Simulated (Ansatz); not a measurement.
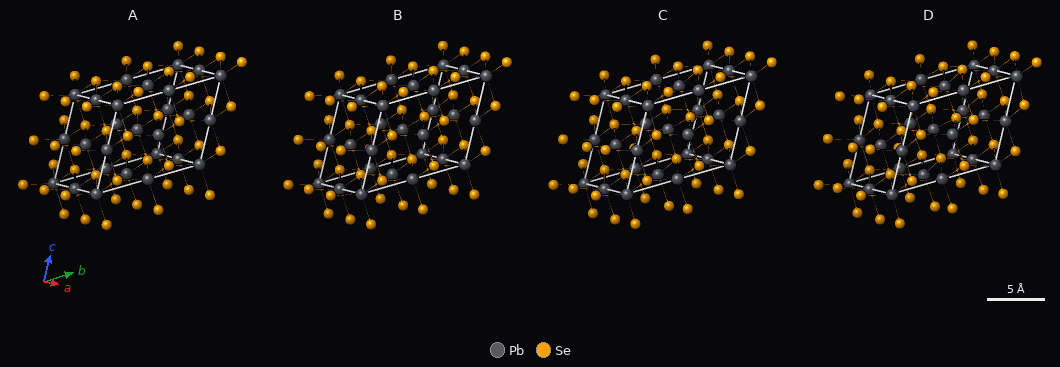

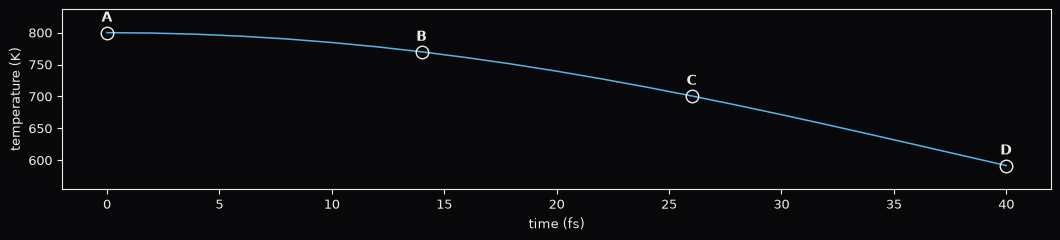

Molecular dynamics of a 16-atom cell of PbSe (built on the zincblende type), 40 fs long. Frames (A at 0 fs, B at 14 fs, C at 26 fs, D at 40 fs) and the history of the run. The picture is a ball-and-stick view of the reduced simulation cell, seen slightly off an axis. Bonds to atoms that aren't drawn are left out. Lengths and directions refer to the drawn axes.

All numbers below come from Ansatz 0.2.0, DFT, PBEsol, plane waves, PAW. Settings: plane-wave cutoff 420 eV; k-point mesh 2 × 2 × 2; Fermi-Dirac smearing 0.069 eV; Nosé-Hoover thermostat (NVT); set temperature 800 K; time step 2 fs.

**What happens in this trajectory?**

Over the second half the temperature averages 669 K (spread ±47 K). The potential energy is still drifting at the end, so the run hasn't reached equilibrium. The potential energy in the second half lies on average 16.1 meV per atom above the first frame. In the second half of the run the atoms are, in the root-mean-square, this far from where they began (common drift taken out): Se 0.14 Å, Pb 0.09 Å. The run lasts only 40 fs, too short to tell vibration from diffusion.

Cost: 4.8 min on 4 threads of Intel(R) Xeon(R) Processor @ 2.50GHz (Skylake/Cascade Lake), with other jobs on the host, peak memory 2.6 GiB.
